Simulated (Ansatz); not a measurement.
**Cl: 5 runs along one coordinate**

System: Cl (Cmce, 4 atoms in the cell).
Method: DFT, RPBE, plane waves (420 eV) with PAW, scalar-relativistic, no spin polarisation (Ansatz 0.2.0).

The 5 runs differ only in the geometry, by an even scaling of the cell at fixed fractional positions.

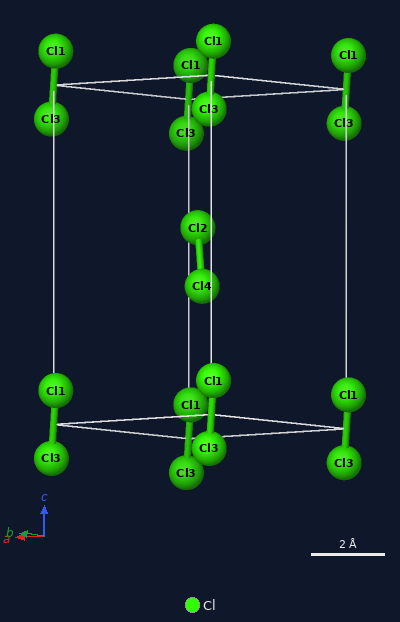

Figure 1. The structure of run 3 (ball-and-stick view of the cell of the calculation, seen at an oblique angle; atoms are numbered from 1 in the order of the input).

### Input of run 3
```yaml
crystal:
  lattice:
    - [4.0747092013, -2.6969061149, 0.0]
    - [4.0747092013, 2.6969061149, 0.0]
    - [0.0, 0.0, 9.4575818481]
  atoms:
    - { symbol: Cl, position: [0.9042803312, 0.0957196688, 0.0931923605] }
    - { symbol: Cl, position: [0.5957196688, 0.4042803312, 0.5931923605] }
    - { symbol: Cl, position: [0.0957196688, 0.9042803312, 0.9068076395] }
    - { symbol: Cl, position: [0.4042803312, 0.5957196688, 0.4068076395] }
hamiltonian:
  xc: rpbe
  pseudopotentials:
    kind: paw
    azcp:
      Cl: "pseudopotentials/Cl.paw.azcp"
basis:
  ecutwfc: 420
  fft_grid_basis: typed
kpoints:
  mp_grid: { grid: [6, 6, 3], shift: [0, 0, 0] }
magnetization:
  spin_polarized: false
scf:
  occupations: { method: fermi_dirac, width: 0.05 }
  lower_state_search: "off"
output:
  stress: true
```

Lattice vectors (Å) and fractional positions of run 3:
```
   4.074709   -2.696906    0.000000
   4.074709    2.696906    0.000000
   0.000000    0.000000    9.457582
Cl  0.904280  0.095720  0.093192
Cl  0.595720  0.404280  0.593192
Cl  0.095720  0.904280  0.906808
Cl  0.404280  0.595720  0.406808
```

Run 2 differs from it as follows:
```diff
-    - [4.0747092013, -2.6969061149, 0.0]
-    - [4.0747092013, 2.6969061149, 0.0]
-    - [0.0, 0.0, 9.4575818481]
+    - [3.9674298018, -2.6259016691, 0.0]
+    - [3.9674298018, 2.6259016691, 0.0]
+    - [0.0, 0.0, 9.2085815755]
```

### Results, with one run withheld

| run | volume per atom (Å³) | free energy per atom, from the lowest run given (meV) | pressure (GPa) |
| --- | --- | --- | --- |
| 1 | 43.971 | 35.98 | 2.35 |
| 2 | 47.968 | ? | ? |
| 3 | 51.965 | 0.00 | −0.50 |
| 4 | 53.964 | 8.92 | −0.91 |
| 5 | 55.963 | 22.42 | −1.24 |

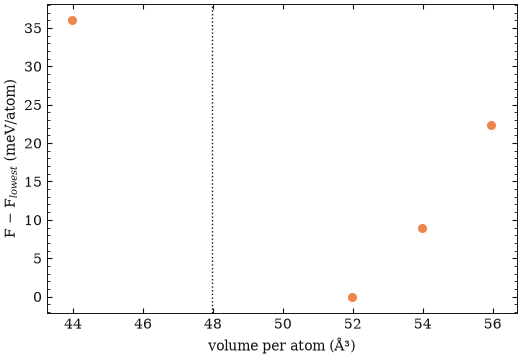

Figure 2. Free energy per atom of the runs given; the dotted line marks run 2.

Estimate the energy of run 2 from the others.

A quadratic polynomial in V^(−2/3) (the Birch–Murnaghan form), fitted to the 4 runs given, misses them by at most 0.04 meV per atom. With x = V^(−2/3) − 0.07261 Å⁻², it reads F = −2.0871 − 1922.3 x + 8.9962e+05 x² (meV per atom). At run 2 it gives 0.74 meV per atom, and the run itself gives 0.48. The slope of the fit gives a pressure −dF/dV of 0.63 GPa there, and the run prints 0.62 GPa. The fit has its minimum at 50.002 Å³ per atom, where V d²F/dV² gives 13.9 GPa. Cell shape and fractional positions are held, so this is the stiffness under even scaling; the relaxed bulk modulus wasn't computed and can be far lower in a crystal of layers, chains or molecules like this one.

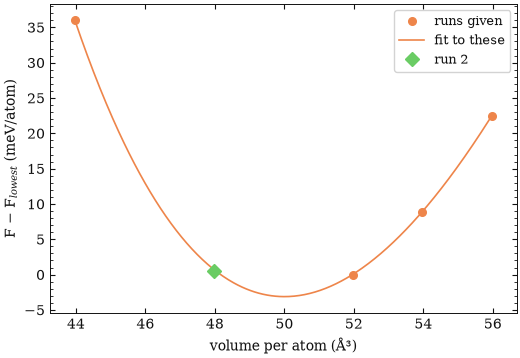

Figure 3. The fit and the withheld run.

### Output, shortened to warnings, some set-up lines, iterations and results (run 2)
```
Basis set: ecut = 420 eV, 3743 PW (Γ)
Symmetry: 8 space group operations
k-points: 26 of 108
Initial density: superposition of atomic densities (neutral atoms: chi_scale 0, normalization atom), corrected by the library's trained network
[...]
SCF iter   1: F=—  HF=-4333.333556 eV  |F-HF|=—  |Δ(HF+E_count)|=         —  Δρ=1.95e-3  dr2=3.13e-3  ethr=1.77e-3  ⟨swp⟩=6.1  Hψ=2679  notcnv=0
SCF iter   2: F=—  HF=-4333.333008 eV  |F-HF|=—  |Δ(HF+E_count)|=   5.47e-4  Δρ=9.68e-4  dr2=7.06e-4  ethr=1.12e-5  ⟨swp⟩=2.1  Hψ=1011  notcnv=0
SCF iter   3: F=—  HF=-4333.333018 eV  |F-HF|=—  |Δ(HF+E_count)|=   9.42e-6  Δρ=1.48e-4  dr2=2.59e-5  ethr=2.52e-6  ⟨swp⟩=2.9  Hψ=915  notcnv=0
SCF iter   4: F=—  HF=-4333.333133 eV  |F-HF|=—  |Δ(HF+E_count)|=   1.15e-4  Δρ=2.78e-5  dr2=2.08e-6  ethr=9.24e-8  ⟨swp⟩=2.8  Hψ=957  notcnv=0
SCF iter   5: F=—  HF=-4333.333132 eV  |F-HF|=—  |Δ(HF+E_count)|=   6.27e-7  Δρ=1.02e-5  dr2=1.25e-7  ethr=7.42e-9  ⟨swp⟩=2.0  Hψ=728  notcnv=0
SCF iter   6: F=-4333.333132 eV  HF=-4333.333132 eV  |F-HF|=4.35e-9  |Δ(HF+E_count)|=   1.52e-7  Δρ=1.84e-6  dr2=6.86e-9  ethr=3.57e-10  ⟨swp⟩=4.0  Hψ=1593  notcnv=0
SCF 1 converged in 6 iterations: F = -4333.333132 eV  dr2 = 6.86e-9
SCF converged after 6 iterations
Free energy (F): -4333.333132 eV
Harris-Foulkes:  -4333.333132 eV  (|F-HF|=4.35e-9)
Internal energy: -4333.333132 eV  (E = F + TS)
E sigma→0 (E₀):  -4333.333132 eV
Fermi energy:    -1.193262 eV
--- Per-component energies (eV) ---
  E_band       = -230.447639
  E_kinetic    = 638.741651
  E_local      = -1577.233469  (includes V_loc(G=0)·N_el)
  E_nonlocal   = 112.148730
  E_hartree    = 531.726513
  E_xc         = -426.292885
  E_vxc        = -483.046797  (∫ρ·V_xc dr)
  E_paw        = -2649.316454  (= ΣΔE_a)
  E_vpaw       = 15.488348  (= ΣTr[D̂ρ^β])
  E_aug_tail   = 0.000355  (compensation charges beyond the density's cutoff)
  E_ewald      = -962.939868
  E_core_change = -0.167706  (= ΣΔE_core)
  E_smearing   = -0.000000  (= −TS)
  E_closure    = 0.000000  (closes the sum)
  Σ components = -4333.333132   (vs F -4333.333132, Δ=0.00e0)
--- Stress (GPa, compression-positive) ---
        0.058214       0.000000      -0.000000
        0.000000       0.487435       0.000000
       -0.000000       0.000000       1.320468
  P = ⅓ Tr σ = 0.6220 GPa (6.220 kbar)
```
